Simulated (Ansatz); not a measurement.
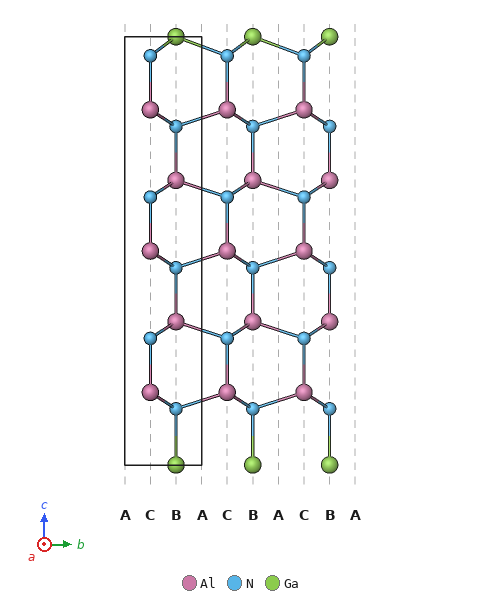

The picture looks along a close-packed row of the hexagonal mesh; c points upwards. The dashed lines mark the three columns A (0, 0), B (1/3, 2/3) and C (2/3, 1/3). The sequence starts with the first layer at or above the cell's origin.

System Al5GaN6 (space group P3m1, No. 156); source of the atomic positions: coordinates from a relaxation with DFT PBE, scalar-relativistic, plane waves, PAW (Ansatz).

> Give the sequence of layers in one repeat, with element and column.

Ga(B) – N(B) – Al(C) – N(C) – Al(B) – N(B) – Al(C) – N(C) – Al(B) – N(B) – Al(C) – N(C) (twelve layers in 15.18 Å).

> How are the N layers alone stacked?

N layers alone: BCBCBC, the hexagonal close-packed type.

> Which positions between or in the N layers do the other atoms fill?

Al: five tetrahedral sites; Ga: one tetrahedral site in each hexagonal cell.
